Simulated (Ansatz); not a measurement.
W

```
CELL_PARAMETERS angstrom
4.63792 0.00000 0.00000
-2.31896 4.01656 0.00000
0.00000 0.00000 2.58254
ATOMIC_POSITIONS crystal
W 0.00000 0.00000 0.00000
W 0.33333 0.66667 0.50000
W 0.66667 0.33333 0.50000
```

Space group P6/mmm; set up as W, omega (AlB2-type); a generated structure, not necessarily the stable one; changed on purpose from its base cell (volume × 0.96); computed pressure about 12 GPa in this cell.

These are results of Ansatz, DFT, revPBE, plane waves (420 eV) with PAW, scalar-relativistic, not measurements.

> What can the converged valence pseudo-density and electron localisation function tell about the bonding?

W–W (2.58 Å): ρ at the midpoint is about 0.56 e/Å³; the ELF is about 0.40 at the midpoint.

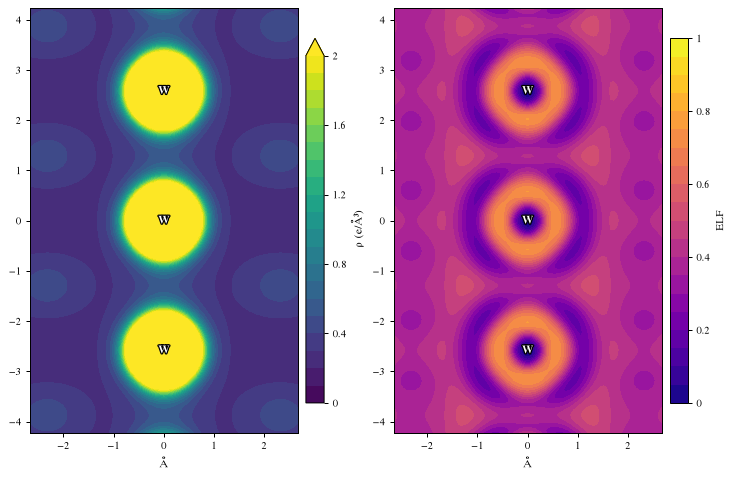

Computed valence pseudo-density and electron localisation function on the (100) plane of the conventional cell, in this order. 

Core electrons are frozen (PAW), and the valence fields are smoothed inside the atomic spheres.
